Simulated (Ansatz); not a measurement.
Geometry relaxation of Rh (part 2 of 2)

Continued. System: Rh (P6₃/mmc, 4 atoms in the cell). Method: DFT PBE, scalar-relativistic, plane waves, PAW, no spin polarisation (Ansatz 0.2.0); cutoff 420 eV, 18×18×6 k-mesh, Gaussian smearing of 0.1 eV. The structure derives from a Materials Project entry.

Geometry of the input (Å; fractional positions):
```
2.6917  0.0000  0.0000
-1.3459  2.3311  0.0000
0.0000  0.0000  8.7981
Rh 0.0000  0.0000  0.0000
Rh 0.3333  0.6667  0.2500
Rh 0.0000  0.0000  0.5000
Rh 0.6667  0.3333  0.7500
```

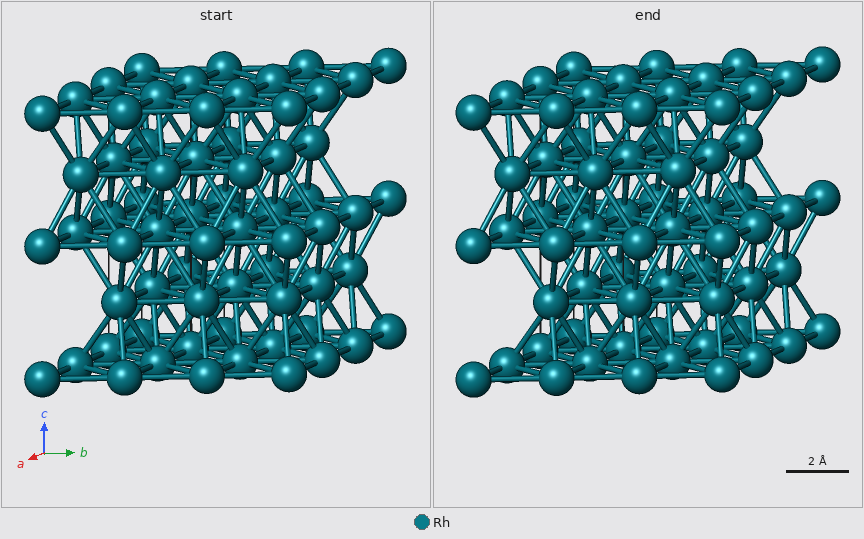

Figure 1. Before (left) and after (right) the relaxation, at one scale (ball-and-stick view of the cell of the calculation, repeated 3 × 3 × 1, seen slightly off an axis). Over 3 geometry steps the energy falls by 4.1 meV per atom. All forces vanish by symmetry, so only the cell relaxes. The pressure goes from 5.18 to 0.00 GPa. The atoms keep their places relative to the cell (all moves are under 0.005 Å). Cell: a = b 2.692 → 2.711 Å (+0.7 %), c 8.798 → 8.843 Å (+0.5 %). Volume +1.9 %. Among the contacts that change: Rh1–Rh1 2.692 → 2.711 Å. The space group stays P6_3/mmc (No. 194). A last SCF at the same geometry on a re-selected plane-wave basis shifts the energy by −0.2 meV per atom. (Atoms are counted from 1 in the order of the input.)

```
basis re-selected at this cell: Δ(F+E_penalty+E_count) = -7.323e-4 eV, ΔP = -0.005 GPa vs the last step (what re-selecting the basis moved, of the pressure what is left beyond the Pulay correction that the steps carried, after the strain that the cell walked since its last selection, with what the two solves' SCF thresholds leave and, on support functions, any second-order correction that the steps lacked; it is no measure of the basis error at this ecutwfc). The dense FFT grid was sized anew with the basis: this SCF ran on 20×20×60 points, the steps before it on 18×18×60, so part of this shift can come from that change (see relax.cell in the input reference). This SCF's stress stands 4.54e-3 GPa from its target on what of the cell is left free (relax.cell.stress_tol is 5.00e-2 GPa) and its largest allowed force component is 9.95e-17 eV/Å (relax.f_tol is 5.00e-3 eV/Å): within both
SCF converged after 9 iterations
Free energy (F): -25611.494700 eV
Harris-Foulkes:  -25611.494700 eV  (|F-HF|=7.28e-12)
Internal energy: -25611.464666 eV  (E = F + TS)
E sigma→0 (E₀):  -25611.479683 eV
Entropy (-TS):   -0.030034 eV (-7.509 meV/atom)
Fermi energy:    21.767354 eV
--- Per-component energies (eV) ---
  E_band       = -379.024763
  E_kinetic    = 2291.226586
  E_local      = -6367.141442  (includes V_loc(G=0)·N_el)
  E_nonlocal   = 1418.294817
  E_hartree    = 2238.068997
  E_xc         = -886.968252
  E_vxc        = -1113.423176  (∫ρ·V_xc dr)
  E_paw        = -14347.477700  (= ΣΔE_a)
  E_vpaw       = -1084.123001  (= ΣTr[D̂ρ^β])
  E_aug_tail   = 0.003459  (compensation charges beyond the density's cutoff)
  E_ewald      = -9957.471130
  E_smearing   = -0.030034  (= −TS)
  E_closure    = -0.000000  (closes the sum)
  Σ components = -25611.494700   (vs F -25611.494700, Δ=0.00e0)
--- Forces (eV/Å), atoms counted from 1 ---
  atom   1  Rh     0.00000000     0.00000000     0.00000000
  atom   2  Rh    -0.00000000    -0.00000000    -0.00000000
  atom   3  Rh     0.00000000    -0.00000000    -0.00000000
  atom   4  Rh     0.00000000     0.00000000     0.00000000
  max |Σ_I F_I| component: 2.31e-18 eV/Å
--- Stress (GPa, compression-positive) ---
        0.004538       0.000000       0.000000
        0.000000       0.004538       0.000000
        0.000000       0.000000      -0.004283
  P = ⅓ Tr σ = 0.0016 GPa (0.016 kbar)
--- Band table (eV; the first three rows and the last of 148) ---
  k-point 0: bands = ["-57.0656", "-57.0230", "-57.0041", "-56.9611", "-25.2419", "-24.9124", "-24.9027", "-24.6585", "-24.6585", "-24.6216", "-24.6216", "-24.5980", "-24.5980", "-24.5623", "-24.5607", "-24.5607", "13.9420", "15.7112", "15.7295", "15.8049", "18.6426", "18.6795", "18.6994", "18.6994", "18.7440", "18.7440", "18.7695", "19.1115", "19.1115", "19.2204", "19.2204", "20.3616", "20.3616", "20.9310", "20.9310", "21.4202", "21.4202", "22.1671", "22.1671", "22.5015", "30.1298"]
  k-point 1: bands = ["-57.0639", "-57.0299", "-56.9972", "-56.9628", "-25.2307", "-24.9952", "-24.8192", "-24.6569", "-24.6569", "-24.6268", "-24.6268", "-24.5928", "-24.5928", "-24.5743", "-24.5623", "-24.5623", "14.0110", "15.3665", "15.8216", "15.9156", "18.4710", "18.7186", "18.7186", "18.7410", "18.7664", "18.7664", "19.0789", "19.0789", "19.1230", "19.1836", "19.1836", "20.4062", "20.4062", "20.8908", "20.8908", "21.4849", "21.4849", "22.1244", "22.1244", "22.2292", "30.4810"]
  k-point 2: bands = ["-57.0589", "-57.0409", "-56.9861", "-56.9679", "-25.1977", "-25.0761", "-24.7363", "-24.6524", "-24.6524", "-24.6362", "-24.6362", "-24.6092", "-24.5833", "-24.5833", "-24.5669", "-24.5669", "14.2135", "14.9386", "15.8670", "15.9604", "18.4713", "18.6631", "18.7718", "18.7718", "18.8228", "18.8228", "19.0076", "19.0076", "19.0926", "19.0926", "19.8328", "20.5190", "20.5190", "20.7910", "20.7910", "21.5453", "21.6419", "21.6419", "22.0046", "22.0046", "31.4010"]
  k-point 147: bands = ["-56.9468", "-56.9468", "-56.9279", "-56.9279", "-25.0813", "-25.0813", "-25.0608", "-25.0608", "-24.9585", "-24.9585", "-24.9502", "-24.9502", "-24.7423", "-24.7423", "-24.7361", "-24.7361", "16.7447", "16.7447", "17.3051", "17.3051", "17.6329", "17.6329", "17.8239", "17.8239", "18.6894", "18.6894", "18.6991", "18.6991", "20.0470", "20.0470", "20.7221", "20.7221", "21.8807", "21.8807", "22.1213", "22.1213", "28.5053", "28.5053", "28.6797", "28.6797", "29.3699"]
--- Relaxed structure (4 steps of the walk, 4 accepted, 1 SCFs on fresh bases) ---
  F+E_penalty+E_count = -25611.49469972 eV   max|allowed force component| = 9.946e-17 eV/Å   (the final SCF, on the basis selected at the relaxed cell)
  cell:  # Å, volume = 56.2787 Å³
    - [2.7109111336001672, 1.633780341332644e-33, 3.267560682665288e-33]
    - [-1.3554555668000836, 2.3477179090998153, 5.257536796858971e-19]
    - [9.493463925873703e-33, 1.9842905058654034e-18, 8.842661059084246]
  atoms:
    - { symbol: Rh, position: [6.50678296175909e-35, 6.874096709770662e-35, 6.413193803385751e-38] }
    - { symbol: Rh, position: [0.33333333333333337, 0.6666666666666667, 0.25] }
    - { symbol: Rh, position: [4.81482486096809e-35, 0.0, 0.5] }
    - { symbol: Rh, position: [0.6666666666666665, 0.33333333333333337, 0.75] }
```

**Trajectory as extended XYZ (Å, eV, eV/Å), 5 frames, from step=1 to step=5**
```
4
Lattice="2.6917 0.0000 0.0000 -1.3459 2.3311 0.0000 0.0000 0.0000 8.7981" Properties=species:S:1:pos:R:3:forces:R:3 step=1 energy=-25611.47753 pressure_GPa=5.18
Rh    0.0000    0.0000    0.0000    0.0000   0.0000   0.0000
Rh    0.0000    1.5541    2.1995    0.0000   0.0000   0.0000
Rh    0.0000    0.0000    4.3990    0.0000   0.0000   0.0000
Rh    1.3459    0.7770    6.5986    0.0000   0.0000   0.0000
4
Lattice="2.7268 0.0000 0.0000 -1.3634 2.3615 0.0000 0.0000 0.0000 8.8899" Properties=species:S:1:pos:R:3:forces:R:3 step=2 energy=-25611.48050 pressure_GPa=-4.17
Rh    0.0000    0.0000    0.0000    0.0000   0.0000   0.0000
Rh    0.0000    1.5743    2.2225    0.0000   0.0000   0.0000
Rh    0.0000    0.0000    4.4450    0.0000   0.0000   0.0000
Rh    1.3634    0.7872    6.6675    0.0000   0.0000   0.0000
4
Lattice="2.7115 0.0000 0.0000 -1.3558 2.3482 0.0000 0.0000 0.0000 8.8451" Properties=species:S:1:pos:R:3:forces:R:3 step=3 energy=-25611.49392 pressure_GPa=-0.18
Rh    0.0000    0.0000    0.0000    0.0000   0.0000   0.0000
Rh    0.0000    1.5655    2.2113    0.0000   0.0000   0.0000
Rh    0.0000    0.0000    4.4226    0.0000   0.0000   0.0000
Rh    1.3558    0.7827    6.6338    0.0000   0.0000   0.0000
4
Lattice="2.7109 0.0000 0.0000 -1.3555 2.3477 0.0000 0.0000 0.0000 8.8427" Properties=species:S:1:pos:R:3:forces:R:3 step=4 energy=-25611.49397 pressure_GPa=0.01
Rh    0.0000    0.0000    0.0000    0.0000   0.0000   0.0000
Rh    0.0000    1.5651    2.2107    0.0000   0.0000   0.0000
Rh    0.0000    0.0000    4.4213    0.0000   0.0000   0.0000
Rh    1.3555    0.7826    6.6320    0.0000   0.0000   0.0000
4
Lattice="2.7109 0.0000 0.0000 -1.3555 2.3477 0.0000 0.0000 0.0000 8.8427" Properties=species:S:1:pos:R:3:forces:R:3 step=5 energy=-25611.49470 pressure_GPa=0.00
Rh    0.0000    0.0000    0.0000    0.0000   0.0000   0.0000
Rh    0.0000    1.5651    2.2107    0.0000   0.0000   0.0000
Rh    0.0000    0.0000    4.4213    0.0000   0.0000   0.0000
Rh    1.3555    0.7826    6.6320    0.0000   0.0000   0.0000
```

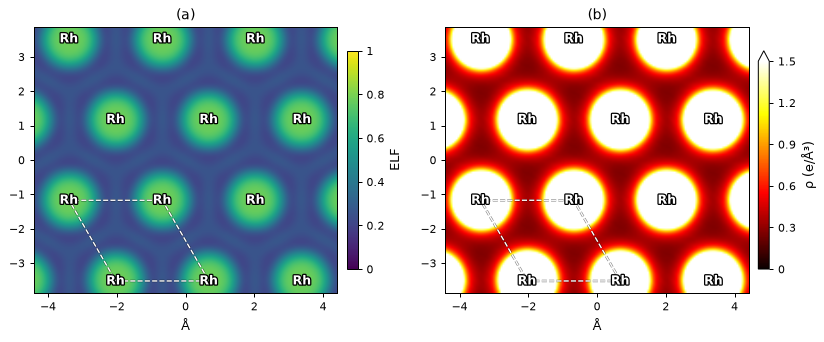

Figure 2. (a) ELF; (b) valence electron density on the (001) plane of the conventional cell. Atoms in the plane: Rh. Rh–Rh (2.71 Å): ρ is about 0.35 e/Å³ halfway; the ELF is about 0.25 at the midpoint; no localised pair between them. Away from the nuclei the density in this plane falls to 0.27 e/Å³ at its lowest. The strong features right at Rh lie inside the PAW spheres (semicore, d or f shells) and say nothing about bonding. Core electrons are frozen (PAW), so the fields are smoothed inside the atomic spheres.

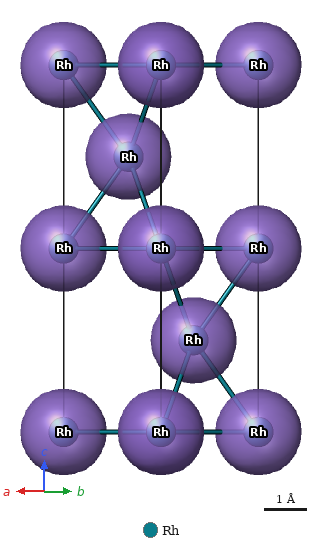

Figure 3. Isosurface of the valence charge density (pseudo) at 0.6 e/Å³ (purple), seen along [110]. Sticks mark near contacts. The outline is the cell set on symmetry axes. At this value the density breaks into separate islands; it holds about 80 % of the electrons treated as valence (semicore included). It is pinched off along the Rh–Rh (2.71 Å) contacts. On the grid the lowest density along these lines, outside the cores, is 0.36 e/Å³ (Rh–Rh, 2.71 Å).

**Summary**

- outcome: converged
- space group (tolerance 0.01 Å): P6₃/mmc (194)
- electrons treated: 68
- free energy: −25611.4947 eV
- Fermi energy: 21.767 eV
- gap on the k-point mesh: none (metallic)
- pressure: 0.00 GPa
- final volume: 56.28 Å³
- largest force (length of the vector) at the end: under 0.001 eV/Å
- final cell: a = 2.711 Å, b = 2.711 Å, c = 8.843 Å, α = 90.00°, β = 90.00°, γ = 120.00°
- wall time: 85 s
- peak memory: 0.56 GiB
